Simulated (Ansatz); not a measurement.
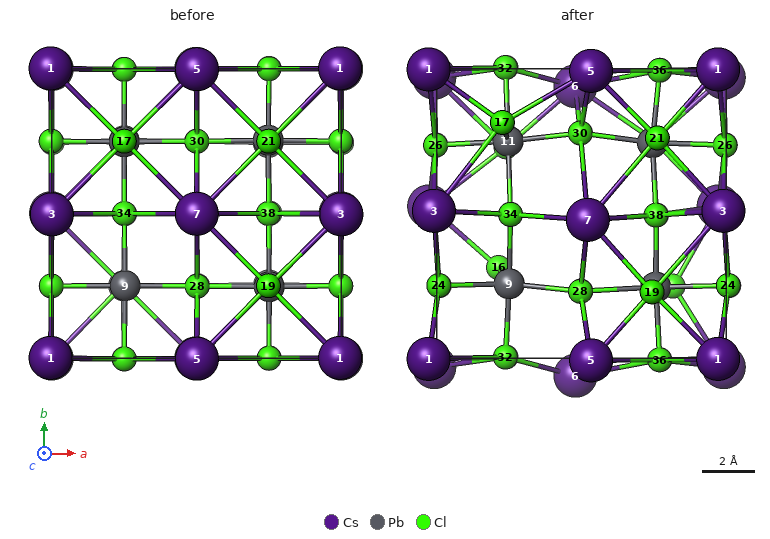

The structure of a defect cell of composition Cs₇Pb₈Cl₂₃ before (left) and after (right) a relaxation, at one scale.

The picture is a ball-and-stick view of the cell of the calculation, seen along the c axis.

The calculation used DFT, PBEsol, PAW, plane waves in Ansatz.

Input
```yaml
crystal:
  lattice:
    - [11.234338, 0.000000, 0.000000]
    - [0.000000, 11.234338, 0.000000]
    - [0.000000, 0.000000, 11.234338]
  atoms:
    - { symbol: Cs, position: [0.996564, 0.001511, 0.998257] }
    - { symbol: Cs, position: [0.000354, 0.999304, 0.499589] }
    - { symbol: Cs, position: [0.001027, 0.497352, 0.999586] }
    - { symbol: Cs, position: [0.998344, 0.501012, 0.504279] }
    - { symbol: Cs, position: [0.502241, 0.998559, 0.000784] }
    - { symbol: Cs, position: [0.499561, 0.999931, 0.500248] }
    - { symbol: Cs, position: [0.501528, 0.499338, 0.999297] }
    - { symbol: Pb, position: [0.248691, 0.250516, 0.247908] }
    - { symbol: Pb, position: [0.254048, 0.251198, 0.752461] }
    - { symbol: Pb, position: [0.251206, 0.751672, 0.252010] }
    - { symbol: Pb, position: [0.250547, 0.747744, 0.749092] }
    - { symbol: Pb, position: [0.749767, 0.253788, 0.249619] }
    - { symbol: Pb, position: [0.751981, 0.247376, 0.749446] }
    - { symbol: Pb, position: [0.748135, 0.745197, 0.250851] }
    - { symbol: Pb, position: [0.748282, 0.753537, 0.749152] }
    - { symbol: Cl, position: [0.246717, 0.252606, 0.497494] }
    - { symbol: Cl, position: [0.251158, 0.749862, 0.000605] }
    - { symbol: Cl, position: [0.249463, 0.751342, 0.501171] }
    - { symbol: Cl, position: [0.749199, 0.250660, 0.997594] }
    - { symbol: Cl, position: [0.749678, 0.247374, 0.497530] }
    - { symbol: Cl, position: [0.749985, 0.749874, 0.998491] }
    - { symbol: Cl, position: [0.751327, 0.749766, 0.497927] }
    - { symbol: Cl, position: [0.998829, 0.249895, 0.247936] }
    - { symbol: Cl, position: [0.999018, 0.250077, 0.750148] }
    - { symbol: Cl, position: [0.002017, 0.745072, 0.248627] }
    - { symbol: Cl, position: [0.998392, 0.750188, 0.751427] }
    - { symbol: Cl, position: [0.504308, 0.250829, 0.252432] }
    - { symbol: Cl, position: [0.502704, 0.249191, 0.749505] }
    - { symbol: Cl, position: [0.500899, 0.750333, 0.250150] }
    - { symbol: Cl, position: [0.502008, 0.749809, 0.748482] }
    - { symbol: Cl, position: [0.250100, 0.998352, 0.250847] }
    - { symbol: Cl, position: [0.251193, 0.997874, 0.751264] }
    - { symbol: Cl, position: [0.252508, 0.499231, 0.248577] }
    - { symbol: Cl, position: [0.251160, 0.500275, 0.750482] }
    - { symbol: Cl, position: [0.751615, 0.001481, 0.248127] }
    - { symbol: Cl, position: [0.751059, 0.000193, 0.750756] }
    - { symbol: Cl, position: [0.754156, 0.501005, 0.251915] }
    - { symbol: Cl, position: [0.749082, 0.500213, 0.750654] }
  symmetry: { detect: false }
kpoints:
  mp_grid: { grid: [1, 1, 1], shift: [0.25, 0.25, 0.25] }
hamiltonian:
  xc: pbesol
scf:
  occupations: { method: fermi_dirac, width: 0.01 }
relax:
  f_tol: 0.03
  max_steps: 80
  escape_saddle: false
  adjacent_minimum: "off"
output:
  forces: true
  eigenvalues: true
  populations: true
```

Run as
```bash
ansatz run in.yaml --threads 7 --pin off --max-ram 13300MiB --runs-dir r --events-out ev --progress --plain
```

Q: Summarise the run.

A: The largest moves, 0.78 Å, are those of Cl16 and Cl17. Cl16 goes along [−1 2 0]. By element the largest moves are Cl 0.78 Å, Cs 0.71 Å, Pb 0.23 Å. The lattice vectors keep their values. Some distances before and after: Cs6–Cl20 3.953 → 5.143 Å, Cs6–Cl16 4.016 → 5.153 Å, Cs7–Cl17 3.979 → 5.025 Å, Cs4–Cl34 3.965 → 4.756 Å. Bonds break: Cs6–Cl20 (3.95 → 5.14 Å). Bond angles that change, for instance: Pb9–Cl34–Pb11 179.5° → 148.0°, Pb10–Cl17–Pb11 179.9° → 149.2°, Pb8–Cl33–Pb10 178.7° → 148.7°. Over 13 accepted moves (14 points after the start) the energy falls by 1.199 eV per cell of the calculation. Largest force component: 0.8 eV/Å at the start, 0.007 eV/Å at the end. 1 step only repeated the SCF at the same geometry.
